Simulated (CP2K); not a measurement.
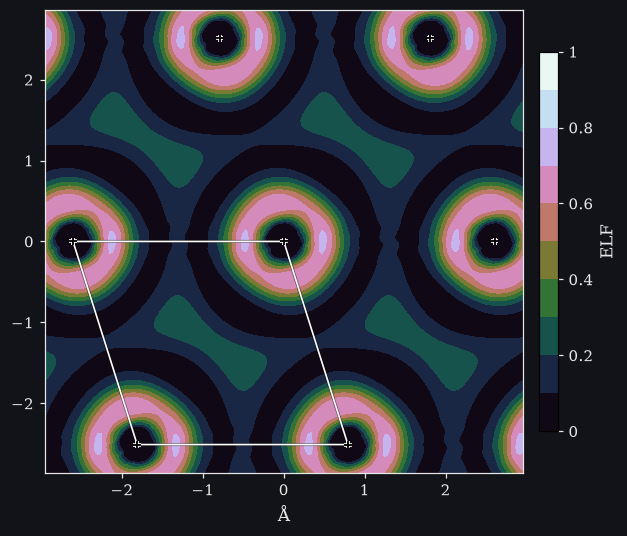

The ELF of the up spins on a plane through atoms (crosses mark nuclei in the plane).

These are results of Kohn-Sham DFT of a periodic cell, PBEsol, GTH-PBE with UZH-TZVP basis in CP2K 2026.2, not measurements.

Candidates:
A. Al, a = 4.05 Å, b = 4.05 Å, c = 4.05 Å, α = 90.00°, β = 90.00°, γ = 90.00°. Space group Fm-3m.
B. V, a = 2.59 Å, b = 2.60 Å, c = 2.63 Å, α = 107.53°, β = 110.26°, γ = 109.37°. Space group P-1; changed on purpose from its base cell (cell strained at random at fixed volume); computed pressure about −11 GPa in this cell; spin-polarised, but the moments vanished.
C. CoO, a = 3.20 Å, b = 3.20 Å, c = 7.70 Å, α = 90.00°, β = 90.00°, γ = 120.00°. Space group R3m; a structure from a database of computed crystals, not necessarily the ambient phase; computed pressure about −5 GPa in this cell; spin-polarised.

Which candidate gave the map?

Candidate B: V on the (100) plane of the conventional cell, which holds V. V–V (2.60 Å): the ELF is about 0.10 at the midpoint.
